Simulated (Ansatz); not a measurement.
## Run report: Ga, geometry relaxation

The run: geometry relaxation of Ga (2 atoms in the cell). Method and program: DFT, PBE, PAW with Ansatz's default frozen-core files, scalar-relativistic, no spin polarisation (Ansatz 0.2.0).

Its volume is 0.58 times that of the source entry. It belongs to a series of runs on one base structure; here: shape and atoms relaxed at 0.58 of the volume. Figures and captions count atoms from 1; the log counts them from 0 in places.

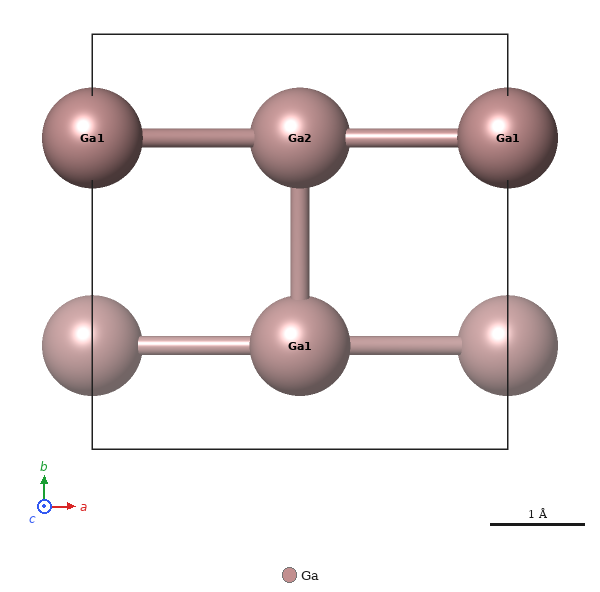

Figure 1. The structure as given in the input (ball-and-stick view of the cell 2 times as large as that of the calculation, set on its symmetry axes, along the c axis; atoms are numbered from 1 in the order of the input). Near neighbours in the crystal (not all of them lie inside the picture): Ga has 6 Ga at 2.29 to 2.33 Å.

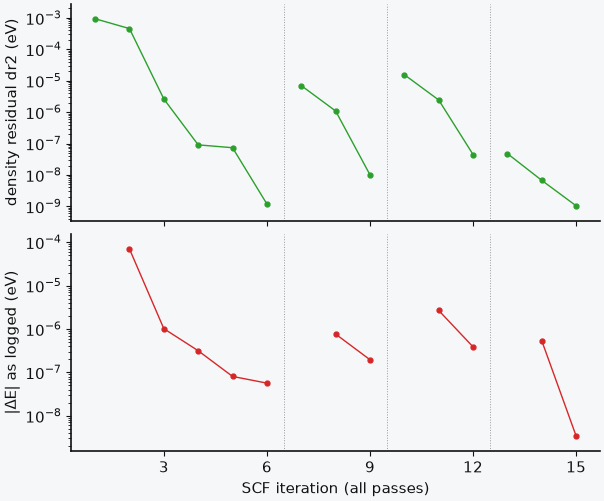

Figure 2. Convergence of the self-consistent field: density residual dr2 and size of the energy change against the SCF iteration. The dotted lines part the SCF passes of the relaxation: geometry steps, rejected trials and re-solves on a re-selected basis. The passes take 6, 3, 3 and 3 iterations.

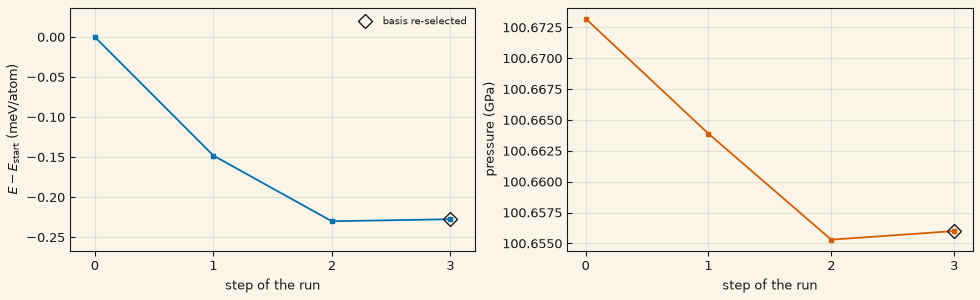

Figure 3. Progress of the relaxation, step by step (the first geometry is step 0 here and step 1 in the log). The energy falls by 0.2 meV per atom in 2 geometry steps. All forces vanish by symmetry, so only the cell relaxes. Pressure: 100.67 GPa at the start and 100.66 GPa at the end. The atoms keep their places relative to the cell (all moves are under 0.005 Å). Among the contacts that change: Ga1–Ga1 2.327 → 2.319 Å. The space group stays I4_1/amd (No. 141). A last SCF at the same geometry on a re-selected plane-wave basis shifts the energy by +0.0 meV per atom. (Atoms are counted from 1 in the order of the input.)

The input that produced these results follows, with the program's output.

**Input**
```yaml
crystal:
  lattice:
    - [-2.2130701433, 2.2130701433, 1.163263535]
    - [2.2130701433, -2.2130701433, 1.163263535]
    - [2.2130701433, 2.2130701433, -1.163263535]
  atoms:
    - { symbol: Ga, position: [-0.375, -0.125, -0.25] }
    - { symbol: Ga, position: [0.375, 0.125, 0.25] }
kpoints:
  mp_grid: { grid: [17, 17, 17] }
scf:
  occupations: { method: fermi_dirac, width: 0.08 }
hamiltonian:
  xc: pbe
  pseudopotentials: { kind: paw }
output:
  forces: true
  stress: true
relax:
  f_tol: 0.005
  max_steps: 30
  cell: { stress_tol: 0.38, fix: [volume] }
```

Launch command:
```bash
ansatz run input.yaml --threads 1 --pin off --max-ram 2048MiB --backend cpu --events-out ev --progress --plain --runs-dir out
```

**What the program printed**
```
Engine: ansatz 0.2.0, aarch64-unknown-linux-gnu
Pseudopotentials: kind: paw
Pseudopotential: Ga, paw, valence charge 13, recommended cutoff 420 eV (normal), Ga.paw.azcp
Functional definition: PBE
  parameter kappa = 0.804
  parameter beta = 0.06672455060314922
  exchange = pbe_x(kappa = kappa, mu = beta*pi^2/3)
  correlation = pbe_c(beta = beta)
Crystal: 2 atoms, lattice volume = 22.789 Å³
Basis set: ecut = 420 eV, 451 PW (Γ), exchange–correlation on 48×48×48 points (8 copies of the dense FFT grid, shifted against one another)
Bands: 17, of which v1, the nominal top of the filled ones, is band 13 counted from 1 (12 counted from 0)
Symmetry: 16 space group operations
Space group: I41/amd (ITA 141), of the structure as read, at distance tolerance 2.8e-5 Å
k-points: 405 of 4913
Non-local potential: Ga, projectors of the file, l = 0: 2, l = 1: 2, l = 2: 3, l = 3: 1
PAW form: soft (Blöchl's): semilocal exchange-correlation on the pseudo side does not see the compensation charge
PAW one-centre angular grid: Ga, 590 points (default); XC on 64 Gauss nodes
Initial density: superposition of atomic densities (neutral atoms: chi_scale 0, normalization atom), corrected by the library's trained network
Initial wavefunctions: pseudopotential atomic-orbital guess
Functional: x = pbe(κ = 0.804, μ = 0.2195149727645171), c = pbe(β = 0.06672455060314922)
SCF iter   1: F=—  HF=-7562.872174 eV  |F-HF|=—  |Δ(HF+E_count)|=         —  Δρ=2.37e-3  dr2=9.43e-4  ethr=1.77e-3  ⟨swp⟩=4.8  Hψ=32389  notcnv=0
preconditioner: auto → none  [metal: Δε(μ)=0.023 eV  Ē_g=20.540 eV  σ=0.080 eV  W_gap=0.07  n_scr=4 (ndim 8)  ℏωp=39.7 eV  f_vac=0.000  D(μ)=0.69/eV (n_scr^D=4)  sad-step TF]
SCF iter   2: F=—  HF=-7562.872244 eV  |F-HF|=—  |Δ(HF+E_count)|=   7.02e-5  Δρ=1.59e-3  dr2=4.58e-4  ethr=3.63e-6  ⟨swp⟩=2.1  Hψ=12377  notcnv=0
SCF iter   3: F=—  HF=-7562.872245 eV  |F-HF|=—  |Δ(HF+E_count)|=   1.02e-6  Δρ=1.84e-4  dr2=2.63e-6  ethr=1.76e-6  ⟨swp⟩=2.4  Hψ=11997  notcnv=0
SCF iter   4: F=—  HF=-7562.872246 eV  |F-HF|=—  |Δ(HF+E_count)|=   3.16e-7  Δρ=2.73e-5  dr2=9.08e-8  ethr=1.01e-8  ⟨swp⟩=2.4  Hψ=12252  notcnv=0
iter 5 did not close the SCF: its close was put off for the readings that it lacked (scf_convergence_deferred on its scf_iter line)
SCF iter   5: F=-7562.872245 eV  HF=-7562.872246 eV  |F-HF|=1.48e-7  |Δ(HF+E_count)|=   8.08e-8  Δρ=2.44e-5  dr2=7.37e-8  ethr=3.49e-10  ⟨swp⟩=2.1  Hψ=12231  notcnv=0
SCF iter   6: F=-7562.872245 eV  HF=-7562.872245 eV  |F-HF|=4.91e-10  |Δ(HF+E_count)|=   5.66e-8  Δρ=2.99e-6  dr2=1.19e-9  ethr=2.83e-10  ⟨swp⟩=2.9  Hψ=28374  notcnv=0
SCF 1 converged in 6 iterations: F = -7562.872245 eV  dr2 = 1.19e-9
  greatest PAW one-centre occupation: 0.994 electrons in one spin orbital (limit 2), on the Ga atom at site 1 (counted from 0), in its partial waves of l = 2
relax step   1: F+E_penalty+E_count = -7562.87224547 eV  Δ(F+E_penalty+E_count) = +0.000e0 eV  max|allowed force component| = 6.939e-18 eV/Å  Δτ_max = 0.0000 Å  P = +100.673 GPa  Ω = 22.789 Å³  fix = [volume]  reactions: volume +100.673 GPa  (6 SCF iters, dr2 threshold 1.00e-7 eV, accepted)
Initial density: handed on by an earlier stage of this run
Initial wavefunctions: those handed on with the density
iter 1 solved again at ethr=2.20e-8 eV; its pass at ethr=3.10e-3 eV (dr2=5.72e-6 eV) is discarded
SCF iter   1: F=—  HF=-7562.872542 eV  |F-HF|=—  |Δ(HF+E_count)|=         —  Δρ=1.86e-4  dr2=7.01e-6  ethr=2.20e-8  ⟨swp⟩=2.0  Hψ=37929  notcnv=0
preconditioner: auto → none  [metal: Δε(μ)=0.010 eV  Ē_g=20.516 eV  σ=0.080 eV  W_gap=0.03  n_scr=4 (ndim 8)  ℏωp=39.7 eV  f_vac=0.000  D(μ)=0.68/eV (n_scr^D=4)]
SCF iter   2: F=—  HF=-7562.872541 eV  |F-HF|=—  |Δ(HF+E_count)|=   7.65e-7  Δρ=7.74e-5  dr2=1.09e-6  ethr=2.20e-8  ⟨swp⟩=1.0  Hψ=6889  notcnv=0
SCF iter   3: F=-7562.872541 eV  HF=-7562.872541 eV  |F-HF|=2.13e-8  |Δ(HF+E_count)|=   1.96e-7  Δρ=9.21e-6  dr2=1.01e-8  ethr=7.69e-10  ⟨swp⟩=4.1  Hψ=24568  notcnv=0
SCF 2 converged in 3 iterations: F = -7562.872541 eV  dr2 = 1.01e-8
relax step   2: F+E_penalty+E_count = -7562.87254095 eV  Δ(F+E_penalty+E_count) = -2.955e-4 eV  max|allowed force component| = 5.204e-18 eV/Å  Δτ_max = 0.0000 Å  P = +100.664 GPa  Ω = 22.789 Å³  energy of the carried Pulay correction = +1.054e-6 eV  fix = [volume]  reactions: volume +100.664 GPa  (3 SCF iters, dr2 threshold 2.00e-7 eV, accepted)
iter 1 solved again at ethr=4.86e-8 eV; its pass at ethr=3.10e-3 eV (dr2=1.26e-5 eV) is discarded
SCF iter   1: F=—  HF=-7562.872708 eV  |F-HF|=—  |Δ(HF+E_count)|=         —  Δρ=2.78e-4  dr2=1.56e-5  ethr=4.86e-8  ⟨swp⟩=2.0  Hψ=38099  notcnv=0
preconditioner: auto → none  [metal: Δε(μ)=0.012 eV  Ē_g=20.517 eV  σ=0.080 eV  W_gap=0.04  n_scr=4 (ndim 8)  ℏωp=39.7 eV  f_vac=0.000  D(μ)=0.68/eV (n_scr^D=4)]
SCF iter   2: F=—  HF=-7562.872706 eV  |F-HF|=—  |Δ(HF+E_count)|=   2.68e-6  Δρ=1.17e-4  dr2=2.44e-6  ethr=4.86e-8  ⟨swp⟩=1.0  Hψ=6889  notcnv=0
SCF iter   3: F=-7562.872705 eV  HF=-7562.872705 eV  |F-HF|=1.14e-7  |Δ(HF+E_count)|=   3.88e-7  Δρ=1.92e-5  dr2=4.47e-8  ethr=7.69e-10  ⟨swp⟩=3.0  Hψ=29061  notcnv=0
SCF 3 converged in 3 iterations: F = -7562.872705 eV  dr2 = 4.47e-8
relax step   3: F+E_penalty+E_count = -7562.87270527 eV  Δ(F+E_penalty+E_count) = -1.643e-4 eV  max|allowed force component| = 3.469e-18 eV/Å  Δτ_max = 0.0000 Å  P = +100.655 GPa  Ω = 22.789 Å³  energy of the carried Pulay correction = +2.610e-6 eV  fix = [volume]  reactions: volume +100.655 GPa  (3 SCF iters, dr2 threshold 2.00e-7 eV, accepted)
Initial wavefunctions: pseudopotential atomic-orbital guess (no wavefunctions were taken with the density)
iter 1 solved again at ethr=3.47e-9 eV; its pass at ethr=3.10e-3 eV (dr2=9.02e-7 eV) is discarded
SCF iter   1: F=—  HF=-7562.872699 eV  |F-HF|=—  |Δ(HF+E_count)|=         —  Δρ=2.05e-5  dr2=4.79e-8  ethr=3.47e-9  ⟨swp⟩=3.6  Hψ=54192  notcnv=0
preconditioner: auto → none  [metal: Δε(μ)=0.013 eV  Ē_g=20.517 eV  σ=0.080 eV  W_gap=0.04  n_scr=4 (ndim 8)  ℏωp=39.7 eV  f_vac=0.000  D(μ)=0.68/eV (n_scr^D=4)]
SCF iter   2: F=—  HF=-7562.872700 eV  |F-HF|=—  |Δ(HF+E_count)|=   5.35e-7  Δρ=8.75e-6  dr2=6.72e-9  ethr=1.84e-10  ⟨swp⟩=2.0  Hψ=12167  notcnv=0
SCF iter   3: F=-7562.872700 eV  HF=-7562.872700 eV  |F-HF|=7.61e-10  |Δ(HF+E_count)|=   3.41e-9  Δρ=3.74e-6  dr2=1.04e-9  ethr=4.44e-12  ⟨swp⟩=4.9  Hψ=28055  notcnv=0
SCF 4 converged in 3 iterations: F = -7562.872700 eV  dr2 = 1.04e-9
relax step   4: F+E_penalty+E_count = -7562.87269999 eV  Δ(F+E_penalty+E_count) = +5.274e-6 eV  max|allowed force component| = 3.469e-18 eV/Å  Δτ_max = 0.0000 Å  P = +100.656 GPa  Ω = 22.789 Å³  fix = [volume]  reactions: volume +100.656 GPa  stress off target by 4.21e-3 GPa on what of the cell is left free  SCF on the basis re-selected at this cell (its energy is not comparable with the rows above)  (3 SCF iters)
basis re-selected at this cell: Δ(F+E_penalty+E_count) = +5.274e-6 eV, ΔP = +0.001 GPa vs the last step (what re-selecting the basis moved, of the pressure what is left beyond the Pulay correction that the steps carried, after the strain that the cell walked since its last selection, with what the two solves' SCF thresholds leave and, on support functions, any second-order correction that the steps lacked; it is no measure of the basis error at this ecutwfc). This SCF's stress stands 4.21e-3 GPa from its target on what of the cell is left free (relax.cell.stress_tol is 3.80e-1 GPa) and its largest allowed force component is 3.47e-18 eV/Å (relax.f_tol is 5.00e-3 eV/Å): within both
SCF converged after 3 iterations
Free energy (F): -7562.872700 eV
Harris-Foulkes:  -7562.872700 eV  (|F-HF|=7.61e-10)
Internal energy: -7562.858308 eV  (E = F + TS)
E sigma→0 (E₀):  -7562.865504 eV
Entropy (-TS):   -0.014392 eV (-7.196 meV/atom)
Fermi energy:    18.196525 eV
--- Per-component energies (eV) ---
  E_band       = 122.634000
  E_kinetic    = 247.009525
  E_local      = -2859.953577  (includes V_loc(G=0)·N_el)
  E_nonlocal   = 842.487514
  E_hartree    = 1410.977342
  E_xc         = -148.631888
  E_vxc        = -129.429449  (∫ρ·V_xc dr)
  E_paw        = -3964.732664  (= ΣΔE_a)
  E_vpaw       = -799.434352  (= ΣTr[D̂ρ^β])
  E_aug_tail   = -0.000255  (compensation charges beyond the density's cutoff)
  E_ewald      = -3090.014305
  E_smearing   = -0.014392  (= −TS)
  E_closure    = -0.000000  (closes the sum)
  Σ components = -7562.872700   (vs F -7562.872700, Δ=0.00e0)
--- Forces (eV/Å), atoms counted from 1 ---
  atom   1  Ga     0.00000000     0.00000000     0.00000000
  atom   2  Ga     0.00000000    -0.00000000     0.00000000
  max |Σ_I F_I| component: 6.94e-18 eV/Å
--- Stress (GPa, compression-positive) ---
      100.658106      -0.000000       0.000000
       -0.000000     100.658106       0.000000
        0.000000      -0.000000     100.651792
  P = ⅓ Tr σ = 100.6560 GPa (1006.560 kbar)
--- Relaxed structure (3 steps of the walk, 3 accepted, 1 SCFs on fresh bases) ---
  F+E_penalty+E_count = -7562.87269999 eV   max|allowed force component| = 3.469e-18 eV/Å   (the final SCF, on the basis selected at the relaxed cell)
  cell:  # Å, volume = 22.7892 Å³
    - [-2.216841467039598, 2.216841467039598, 1.1593089791164737]
    - [2.216841467039598, -2.216841467039598, 1.1593089791164737]
    - [2.216841467039598, 2.216841467039598, -1.1593089791164737]
  atoms:
    - { symbol: Ga, position: [-0.37500000000000006, -0.12499999999999996, -0.25000000000000006] }
    - { symbol: Ga, position: [0.37500000000000006, 0.12499999999999996, 0.25000000000000006] }
```

**Trajectory as extended XYZ (Å, eV, eV/Å), 4 frames, from step=1 to step=4**
```
2
Lattice="-2.2131 2.2131 1.1633 2.2131 -2.2131 1.1633 2.2131 2.2131 -1.1633" Properties=species:S:1:pos:R:3:forces:R:3 step=1 energy=-7562.87224 pressure_GPa=100.67
Ga    0.0000   -1.1065   -0.2908    0.0000   0.0000   0.0000
Ga    0.0000    1.1065    0.2908    0.0000   0.0000   0.0000
2
Lattice="-2.2146 2.2146 1.1617 2.2146 -2.2146 1.1617 2.2146 2.2146 -1.1617" Properties=species:S:1:pos:R:3:forces:R:3 step=2 energy=-7562.87254 pressure_GPa=100.66
Ga    0.0000   -1.1073   -0.2904    0.0000   0.0000   0.0000
Ga    0.0000    1.1073    0.2904    0.0000   0.0000   0.0000
2
Lattice="-2.2168 2.2168 1.1593 2.2168 -2.2168 1.1593 2.2168 2.2168 -1.1593" Properties=species:S:1:pos:R:3:forces:R:3 step=3 energy=-7562.87270 pressure_GPa=100.66
Ga    0.0000   -1.1084   -0.2898    0.0000   0.0000   0.0000
Ga    0.0000    1.1084    0.2898    0.0000   0.0000   0.0000
2
Lattice="-2.2168 2.2168 1.1593 2.2168 -2.2168 1.1593 2.2168 2.2168 -1.1593" Properties=species:S:1:pos:R:3:forces:R:3 step=4 energy=-7562.87270 pressure_GPa=100.66
Ga    0.0000   -1.1084   -0.2898    0.0000   0.0000   0.0000
Ga    0.0000    1.1084    0.2898    0.0000   0.0000   0.0000
```

**Results in brief**

- outcome: converged
- space group (tolerance 0.01 Å): I4₁/amd (141)
- electrons treated: 26
- free energy: −7562.8727 eV
- Fermi energy: 18.197 eV
- pressure: 100.66 GPa
- final volume: 22.79 Å³
- largest force (length of the vector) at the end: under 0.001 eV/Å
- final cell: a = 3.343 Å, b = 3.343 Å, c = 3.343 Å, α = 96.91°, β = 96.91°, γ = 139.41°
- hardware: 1 thread of Arm Neoverse V1, 24 GiB of memory available, shared host
- wall time: 28 s
- peak memory: 0.42 GiB

The cell is under a pressure of 101 GPa at this level, so it is not at its equilibrium volume.
